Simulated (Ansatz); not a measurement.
## Run report: Mo, geometry relaxation

- system: Mo (3 atoms in the cell)
- method: DFT, PBE, all-electron LAPW, scalar-relativistic, no spin polarisation (Ansatz 0.2.0)

It belongs to a series of runs on one base structure; here: omega relaxed under pressure, LAPW. Figures and captions count atoms from 1; the log counts them from 0 in places.

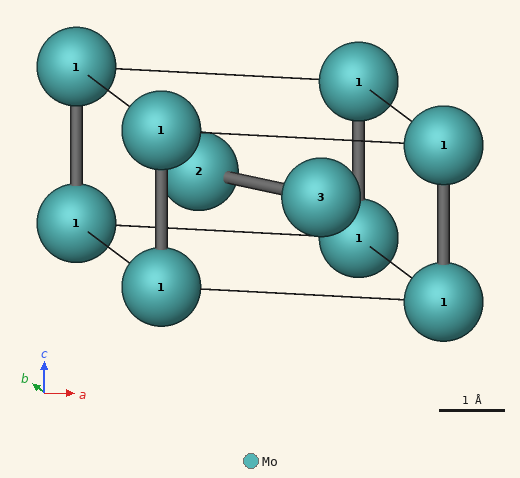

Figure 1. The starting structure (ball-and-stick view of the cell of the calculation, seen slightly off an axis; atoms are numbered from 1 in the order of the input). Near neighbours in the crystal (not all of them lie inside the picture): Mo has 2 Mo at 2.49 Å; Mo has 5 Mo at 2.49 to 2.59 Å.

Summary:

- outcome: converged
- space group (tolerance 0.01 Å): P6/mmm (191)
- electrons in bands (core shells apart): 96
- free energy: −330531.9087 eV
- Fermi energy: 25.263 eV
- pressure: 31.02 GPa
- final volume: 43.53 Å³
- largest force (length of the vector) at the end: under 0.001 eV/Å
- final cell: a = 4.490 Å, b = 4.490 Å, c = 2.493 Å, α = 90.00°, β = 90.00°, γ = 120.00°
- hardware: 1 thread of Arm Neoverse V1, 24 GiB of memory available, shared host
- wall time: 2.3 min
- peak memory: 0.68 GiB

The cell was relaxed to the target pressure of the input; what is minimised is then the enthalpy E + pV.

Input file:
```yaml
crystal:
  lattice:
    - [4.489737329, 0.0, 0.0]
    - [-2.2448686645, 3.8882265832, 0.0]
    - [0.0, 0.0, 2.4937519459]
  atoms:
    - { symbol: Mo, position: [0.0, 0.0, 0.0] }
    - { symbol: Mo, position: [0.3333333333, 0.6666666667, 0.5] }
    - { symbol: Mo, position: [0.6666666667, 0.3333333333, 0.5] }
kpoints:
  mp_grid: { grid: [9, 9, 12] }
scf:
  occupations: { method: fermi_dirac, width: 0.05 }
hamiltonian:
  xc: pbe
  pseudopotentials: { kind: all_electron, lapw: { basis_error: 0.0005 } }
output:
  forces: true
  stress: true
  eigenvalues: true
relax:
  f_tol: 0.005
  max_steps: 12
  cell: { p_target: 31.0, stress_tol: 0.03 }
```

Run as:
```bash
ansatz run input.yaml --threads 1 --pin off --max-ram 3584MiB --backend cpu --events-out ev --progress --plain --runs-dir out
```

Log:
```
The last accepted step is kept in [file] (removed where the run ends without a failure and the disk answers)
LAPW: plane waves up to 9.512 Å⁻¹, error target 5.0e-4 eV per atom; small_component_spin mean_spin; Mo in spheres of 1.209 Å, 32 of its electrons in bands, Dirac shells [] (how accurate: hamiltonian.pseudopotentials.lapw.basis_error, Limitations)
Engine: ansatz 0.2.0, aarch64-unknown-linux-gnu
Pseudopotentials: kind: all_electron
Pseudopotential: Mo, LAPW, valence charge 32, lapw/all_electron/scalar/gaussian/Mo, Koelling and Harmon's equation, gaussian nucleus
Functional definition: PBE
  parameter kappa = 0.804
  parameter beta = 0.06672455060314922
  exchange = pbe_x(kappa = kappa, mu = beta*pi^2/3)
  correlation = pbe_c(beta = beta)
Crystal: 3 atoms, lattice volume = 43.534 Å³
Basis set: ecut = 344.7056221463832 eV, 619 PW (Γ), exchange–correlation at level 2
Bands: 58, of which v1, the nominal top of the filled ones, is band 48 counted from 1 (47 counted from 0)
Symmetry: 24 space group operations
Space group: P6/mmm (ITA 191), of the structure as read, at distance tolerance 3.5e-5 Å
k-points: 84 of 972
Non-local potential: Mo, projectors of the file, none
Initial density: superposition of atomic densities (chi_scale 0.1, normalization cell)
Initial wavefunctions: plane waves of lowest kinetic energy (no species holds an atomic orbital)
Functional: x = pbe(κ = 0.804, μ = 0.2195149727645171), c = pbe(β = 0.06672455060314922)
iter 1 solved again at ethr=1.54e-3 eV; its pass at ethr=1.00e-1 eV (dr2=1.48e0 eV) is discarded
SCF iter   1: F=—  HF=-330533.255458 eV  |F-HF|=—  |Δ(HF+E_count)|=         —  Δρ=6.88e-2  dr2=1.48e0  ethr=1.54e-3  ⟨swp⟩=2.0  Hψ=30879  notcnv=0
preconditioner: auto → Kerker (q_TF=auto, 3.113 Å⁻¹)  [metal: Δε(μ)=0.001 eV  Ē_g=7.576 eV  σ=0.050 eV  W_gap=0.01  n_scr=26 (ndim 8)  ℏωp=23.9 eV  f_vac=0.000  D(μ)=3.74/eV (n_scr^D=44)]
SCF iter   2: F=—  HF=-330531.998306 eV  |F-HF|=—  |Δ(HF+E_count)|=    1.26e0  Δρ=3.36e-2  dr2=4.00e-1  ethr=1.54e-3  ⟨swp⟩=2.0  Hψ=15287  notcnv=0
SCF iter   3: F=—  HF=-330531.926203 eV  |F-HF|=—  |Δ(HF+E_count)|=   7.21e-2  Δρ=2.01e-2  dr2=2.30e-1  ethr=4.17e-4  ⟨swp⟩=2.0  Hψ=14543  notcnv=0
SCF iter   4: F=—  HF=-330531.915892 eV  |F-HF|=—  |Δ(HF+E_count)|=         —  Δρ=1.38e-2  dr2=1.13e-1  ethr=2.40e-4  ⟨swp⟩=2.0  Hψ=13114  notcnv=0
the basis was enlarged: its passes take 836.3 KiB over the memory plan, 1 of 1 planned eigensolver slots
SCF iter   5: F=—  HF=-330531.909972 eV  |F-HF|=—  |Δ(HF+E_count)|=   5.92e-3  Δρ=6.71e-3  dr2=2.28e-2  ethr=1.18e-4  ⟨swp⟩=2.0  Hψ=13269  notcnv=0
iter 6 solved again at ethr=1.63e-6 eV; its pass at ethr=2.37e-5 eV (dr2=1.56e-3 eV) is discarded
SCF iter   6: F=—  HF=-330531.909655 eV  |F-HF|=—  |Δ(HF+E_count)|=   3.16e-4  Δρ=1.81e-3  dr2=1.56e-3  ethr=1.63e-6  ⟨swp⟩=2.0  Hψ=24469  notcnv=0
SCF iter   7: F=—  HF=-330531.909711 eV  |F-HF|=—  |Δ(HF+E_count)|=   5.57e-5  Δρ=3.86e-4  dr2=5.74e-5  ethr=1.62e-6  ⟨swp⟩=2.0  Hψ=14502  notcnv=0
SCF iter   8: F=—  HF=-330531.909709 eV  |F-HF|=—  |Δ(HF+E_count)|=   2.02e-6  Δρ=3.75e-5  dr2=6.86e-7  ethr=5.98e-8  ⟨swp⟩=2.0  Hψ=14502  notcnv=0
SCF iter   9: F=-330531.909709 eV  HF=-330531.909709 eV  |F-HF|=1.67e-8  |Δ(HF+E_count)|=   8.01e-8  Δρ=7.26e-6  dr2=2.54e-8  ethr=7.14e-10  ⟨swp⟩=2.0  Hψ=14502  notcnv=0
SCF 1 converged in 9 iterations: F = -330531.909709 eV  dr2 = 2.54e-8
relax step   1: F+E_penalty+E_count = -330531.90970900 eV  Δ(F+E_penalty+E_count) = +0.000e0 eV  max|allowed force component| = 2.961e-16 eV/Å  Δτ_max = 0.0000 Å  P = +30.979 GPa  Ω = 43.534 Å³  (9 SCF iters, accepted)
Crystal: 3 atoms, lattice volume = 43.529 Å³
Basis set: ecut = 344.73241326036305 eV, 619 PW (Γ), exchange–correlation at level 2
Initial density: handed on by an earlier stage of this run
Initial wavefunctions: those handed on with the density
iter 1 solved again at ethr=5.53e-11 eV; its pass at ethr=1.00e-1 eV (dr2=5.31e-8 eV) is discarded
SCF iter   1: F=—  HF=-330531.908728 eV  |F-HF|=—  |Δ(HF+E_count)|=         —  Δρ=2.31e-5  dr2=2.40e-7  ethr=5.53e-11  ⟨swp⟩=5.0  Hψ=26564  notcnv=0
preconditioner: auto → Kerker (q_TF=auto, 3.113 Å⁻¹)  [metal: Δε(μ)=0.021 eV  Ē_g=7.262 eV  σ=0.050 eV  W_gap=0.10  n_scr=26 (ndim 8)  ℏωp=23.9 eV  f_vac=0.000  D(μ)=4.09/eV (n_scr^D=56)]
SCF iter   2: F=-330531.908728 eV  HF=-330531.908728 eV  |F-HF|=5.15e-8  |Δ(HF+E_count)|=   2.31e-7  Δρ=1.22e-5  dr2=7.54e-8  ethr=5.53e-11  ⟨swp⟩=3.0  Hψ=14929  notcnv=0
SCF 2 converged in 2 iterations: F = -330531.908728 eV  dr2 = 7.54e-8
relax step   2: F+E_penalty+E_count = -330531.90872762 eV  Δ(F+E_penalty+E_count) = +9.814e-4 eV  max|allowed force component| = 7.278e-16 eV/Å  Δτ_max = 0.0000 Å  P = +31.024 GPa  Ω = 43.529 Å³  (2 SCF iters, accepted)
iter 1 solved again at ethr=8.14e-11 eV; its pass at ethr=1.00e-1 eV (dr2=7.82e-8 eV) is discarded
SCF iter   1: F=—  HF=-330531.908728 eV  |F-HF|=—  |Δ(HF+E_count)|=         —  Δρ=1.21e-5  dr2=7.35e-8  ethr=8.14e-11  ⟨swp⟩=6.2  Hψ=28403  notcnv=0
preconditioner: auto → Kerker (q_TF=auto, 3.113 Å⁻¹)  [metal: Δε(μ)=0.021 eV  Ē_g=7.263 eV  σ=0.050 eV  W_gap=0.10  n_scr=26 (ndim 8)  ℏωp=23.9 eV  f_vac=0.000  D(μ)=4.10/eV (n_scr^D=56)]
SCF iter   2: F=-330531.908728 eV  HF=-330531.908728 eV  |F-HF|=2.35e-8  |Δ(HF+E_count)|=   1.31e-7  Δρ=8.24e-6  dr2=3.56e-8  ethr=7.65e-11  ⟨swp⟩=2.0  Hψ=14502  notcnv=0
SCF 3 converged in 2 iterations: F = -330531.908728 eV  dr2 = 3.56e-8
relax step   3: F+E_penalty+E_count = -330531.90872783 eV  Δ(F+E_penalty+E_count) = -2.109e-7 eV  max|allowed force component| = 7.772e-16 eV/Å  Δτ_max = 0.0000 Å  P = +31.024 GPa  Ω = 43.529 Å³  stress off target by 2.63e-2 GPa  SCF on the basis re-selected at this cell (its energy is not comparable with the rows above)  (2 SCF iters)
```

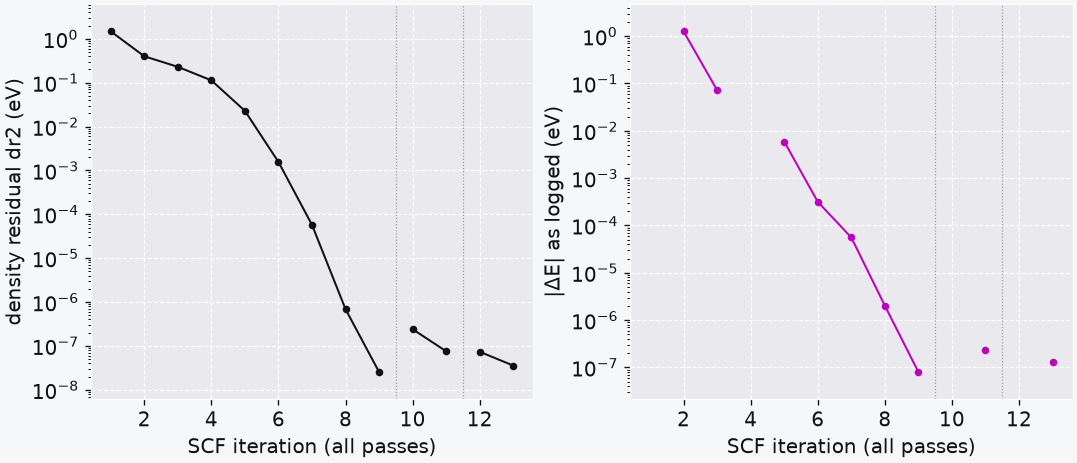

Figure 2. Convergence of the self-consistent field: density residual dr2 and size of the energy change against the SCF iteration. The dotted lines part the SCF passes of the relaxation: geometry steps, rejected trials and re-solves on a re-selected basis. The passes take 9, 2 and 2 iterations.

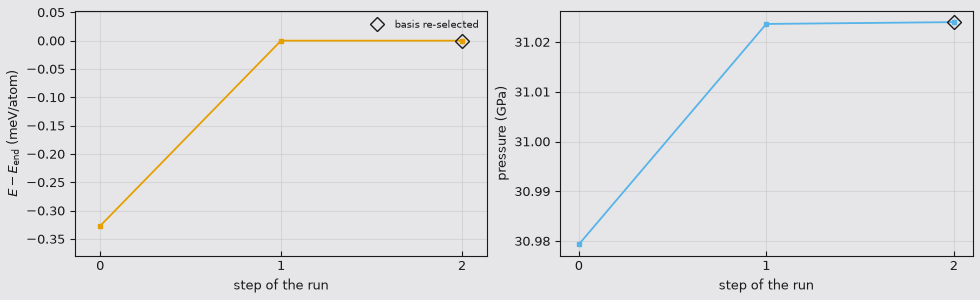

Figure 3. Progress of the relaxation, step by step (the first geometry is step 0 here and step 1 in the log). No atom moves by more than 0.005 Å. The lattice vectors keep their values. The space group stays P6/mmm (No. 191). Over 1 geometry step the energy rises by 0.3 meV per atom. All forces vanish by symmetry, so only the cell relaxes. The pressure goes from 30.98 to 31.02 GPa. A last SCF at the same geometry on a re-selected plane-wave basis shifts the energy by next to nothing (0.0 meV per atom). (Atoms are counted from 1 in the order of the input.)

```
basis re-selected at this cell: Δ(F+E_penalty+E_count) = -2.109e-7 eV, ΔP = +0.000 GPa vs the last step (what re-selecting the basis moved, after the strain that the cell walked since its last selection, with what the two solves' SCF thresholds leave and, on support functions, any second-order correction that the steps lacked; it is no measure of the basis error at this ecutwfc). This SCF's stress stands 2.63e-2 GPa from its target on what of the cell is left free (relax.cell.stress_tol is 3.00e-2 GPa) and its largest allowed force component is 7.77e-16 eV/Å (relax.f_tol is 5.00e-3 eV/Å): within both
SCF converged after 2 iterations
Free energy (F): -330531.908728 eV
Harris-Foulkes:  -330531.908728 eV  (|F-HF|=2.35e-8)
Internal energy: -330531.874614 eV  (E = F + TS)
E sigma→0 (E₀):  -330531.891671 eV
Entropy (-TS):   -0.034114 eV (-11.371 meV/atom)
Fermi energy:    25.262794 eV
--- Per-component energies (eV) ---
  E_band       = -14721.300877
  E_kinetic    = 342556.661838
  E_xc         = -10119.176386
  E_electrostatic = -662969.360066  (all electrons and nuclei)
  E_smearing   = -0.034114  (= −TS)
  E_closure    = 0.000000  (closes the sum)
  E_atoms      = -330500.769673  (free atoms, spherical and without spin; not in F)
  Σ components = -330531.908728   (vs F -330531.908728, Δ=0.00e0)
  Basis errors (estimates in eV, not in F): energy 1.7e-4 per atom: plane waves 1.5e-4 (8.4e-5 summed), levels above the bands 5.0e-94, relativity 4.0e-8, radial functions 1.6e-5, core shells 4.3e-11; eigenvalues (radial functions only) 2.8e-7; not estimated: angular momenta, meshes, grids; target (lapw.basis_error) 5.0e-4; muffin-tin radii Mo 1.209 Å
--- Forces (eV/Å), atoms counted from 1 ---
  atom   1  Mo     0.00000000    -0.00000000     0.00000000
  atom   2  Mo     0.00000000     0.00000000     0.00000000
  atom   3  Mo    -0.00000000    -0.00000000     0.00000000
  max |Σ_I F_I| component: 3.70e-17 eV/Å
--- Stress (GPa, compression-positive) ---
       31.022831       0.000000       0.000000
        0.000000      31.022831       0.000000
        0.000000       0.000000      31.026322
  P = ⅓ Tr σ = 31.0240 GPa (310.240 kbar)
--- Band table (eV; the first three rows and the last of 84) ---
  k-point 0: bands = ["-447.4866", "-447.2374", "-447.2374", "-350.2291", "-350.1720", "-350.1720", "-349.9714", "-349.9714", "-349.9273", "-349.9273", "-349.9273", "-349.9273", "-192.0926", "-192.0926", "-192.0819", "-192.0420", "-192.0420", "-191.8394", "-191.8394", "-191.8394", "-191.8394", "-191.8213", "-191.8213", "-191.7947", "-191.7947", "-191.7946", "-191.7946", "-35.7394", "-35.4720", "-35.2858", "-10.0801", "-10.0801", "-9.9320", "-9.9320", "-8.8285", "-8.8285", "-8.8157", "-8.5305", "-8.4348", "18.1047", "20.1117", "22.3528", "22.7491", "22.9946", "22.9946", "23.0522", "23.0522", "24.6880", "24.6880", "27.1186", "27.1186", "27.1859", "27.1859", "30.1626", "30.1626", "35.3445", "35.7299", "35.7622"]
  k-point 1: bands = ["-447.4866", "-447.2374", "-447.2374", "-350.2291", "-350.1720", "-350.1720", "-349.9714", "-349.9714", "-349.9273", "-349.9273", "-349.9273", "-349.9273", "-192.0926", "-192.0926", "-192.0819", "-192.0420", "-192.0420", "-191.8394", "-191.8394", "-191.8394", "-191.8394", "-191.8213", "-191.8213", "-191.7947", "-191.7947", "-191.7946", "-191.7946", "-35.7154", "-35.4563", "-35.2665", "-10.0607", "-10.0607", "-9.9037", "-9.9037", "-8.9604", "-8.8255", "-8.8255", "-8.6857", "-8.5761", "18.3478", "20.4873", "22.7826", "22.7826", "22.8137", "22.9146", "22.9146", "23.1150", "24.7072", "24.7072", "26.8590", "26.8590", "27.1397", "27.1397", "29.8396", "29.8396", "35.3983", "35.8134", "36.0696"]
  k-point 2: bands = ["-447.4866", "-447.2374", "-447.2374", "-350.2291", "-350.1720", "-350.1720", "-349.9714", "-349.9714", "-349.9273", "-349.9273", "-349.9273", "-349.9273", "-192.0926", "-192.0926", "-192.0819", "-192.0420", "-192.0420", "-191.8394", "-191.8394", "-191.8394", "-191.8394", "-191.8213", "-191.8213", "-191.7947", "-191.7947", "-191.7946", "-191.7946", "-35.6485", "-35.4139", "-35.2135", "-10.0075", "-10.0075", "-9.8241", "-9.8241", "-9.3437", "-9.0990", "-8.9524", "-8.8195", "-8.8195", "18.9941", "21.5034", "22.1682", "22.1682", "22.5074", "22.5074", "24.1325", "24.2214", "24.7979", "24.7979", "26.2168", "26.2168", "27.1496", "27.1496", "29.2439", "29.2439", "35.5420", "36.0482", "36.6445"]
  k-point 83: bands = ["-447.4866", "-447.2374", "-447.2374", "-350.2291", "-350.1720", "-350.1720", "-349.9714", "-349.9714", "-349.9273", "-349.9273", "-349.9273", "-349.9273", "-192.0926", "-192.0926", "-192.0818", "-192.0420", "-192.0420", "-191.8394", "-191.8394", "-191.8394", "-191.8394", "-191.8212", "-191.8212", "-191.7947", "-191.7947", "-191.7947", "-191.7946", "-35.3152", "-35.1391", "-35.1391", "-10.8604", "-10.6032", "-10.6032", "-9.7549", "-9.3725", "-9.3725", "-9.3200", "-9.3200", "-8.7039", "19.4101", "21.2628", "21.2628", "21.8514", "21.8514", "22.5923", "24.2069", "24.2069", "25.0227", "25.0227", "25.2660", "29.0336", "29.5835", "29.9937", "30.7792", "30.7792", "33.4396", "33.4396", "36.7719"]
--- Relaxed structure (2 steps of the walk, 2 accepted, 1 SCFs on fresh bases) ---
  F+E_penalty+E_count = -330531.90872783 eV   max|allowed force component| = 7.772e-16 eV/Å   (the final SCF, on the basis selected at the relaxed cell)
  cell:  # Å, volume = 43.5286 Å³
    - [4.489754802437862, 0.0, -3.2773657100302264e-34]
    - [-2.244877401218931, 3.888241715674373, 9.291123644205631e-35]
    - [-1.8203597489007586e-34, -4.5508993722518965e-35, 2.493441837783189]
  atoms:
    - { symbol: Mo, position: [-4.820229631041689e-35, 2.7517971427734426e-35, 3.9151427522754043e-35] }
    - { symbol: Mo, position: [0.3333333333333334, 0.6666666666666669, 0.5] }
    - { symbol: Mo, position: [0.6666666666666667, 0.3333333333333334, 0.5] }
```

Trajectory as extended XYZ (Å, eV, eV/Å), 3 frames, from step=1 to step=3:
```
3
Lattice="4.4897 0.0000 0.0000 -2.2449 3.8882 0.0000 0.0000 0.0000 2.4938" Properties=species:S:1:pos:R:3:forces:R:3 step=1 energy=-330531.90971 pressure_GPa=30.98
Mo    0.0000    0.0000    0.0000    0.0000   0.0000   0.0000
Mo    0.0000    2.5922    1.2469    0.0000   0.0000   0.0000
Mo    2.2449    1.2961    1.2469    0.0000   0.0000   0.0000
3
Lattice="4.4898 0.0000 0.0000 -2.2449 3.8882 0.0000 0.0000 0.0000 2.4934" Properties=species:S:1:pos:R:3:forces:R:3 step=2 energy=-330531.90873 pressure_GPa=31.02
Mo    0.0000    0.0000    0.0000    0.0000   0.0000   0.0000
Mo    0.0000    2.5922    1.2467    0.0000   0.0000   0.0000
Mo    2.2449    1.2961    1.2467    0.0000   0.0000   0.0000
3
Lattice="4.4898 0.0000 0.0000 -2.2449 3.8882 0.0000 0.0000 0.0000 2.4934" Properties=species:S:1:pos:R:3:forces:R:3 step=3 energy=-330531.90873 pressure_GPa=31.02
Mo    0.0000    0.0000    0.0000    0.0000   0.0000   0.0000
Mo    0.0000    2.5922    1.2467    0.0000   0.0000   0.0000
Mo    2.2449    1.2961    1.2467    0.0000   0.0000   0.0000
```
